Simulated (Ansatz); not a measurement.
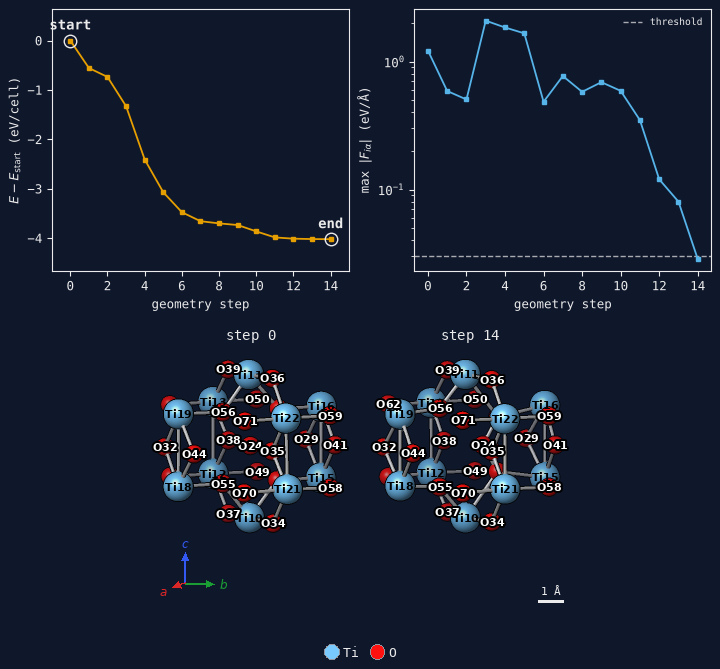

First and last geometry of a relaxation of a defect cell of composition Ti₂₃O₄₉, with the history of the run. The picture is a ball-and-stick view of the atoms within 4.2 Å of the atom that moves most (axes of the cell of the calculation (origin shifted)), seen slightly off an axis.

The calculation used DFT, PBEsol, PAW, plane waves (Ansatz). Settings: plane-wave cutoff 420 eV; k-point mesh 1 × 1 × 1; mesh shifted by (0.25, 0.25, 0.25); no spin polarisation; atoms relaxed in a fixed cell; force threshold 0.03 eV/Å; at most 80 steps.

### Did the run converge, and what did it change?

It converged. The largest move is that of an O atom, 0.62 Å along [−1 1 0]. Largest moves by element: O 0.62 Å, Ti 0.27 Å. The lattice vectors keep their values. Near-neighbour distances that change, for instance: O–O 1.939 → 1.310 Å, O–Ti 1.957 → 2.340 Å, O–Ti 1.984 → 2.345 Å, O–Ti 1.961 → 2.188 Å. New bonds form, among them: O–O (1.93 → 1.31 Å), O–O (1.94 → 1.31 Å). Bond angles that change, for instance: Ti–O–Ti 132.9° → 120.1°, Ti–O–Ti 130.4° → 119.9°, Ti–O–Ti 96.2° → 104.1°. After 14 geometry steps the energy has fallen by 4.023 eV per cell of the calculation. Largest force component: 1.2 eV/Å at the start, 0.029 eV/Å at the end.
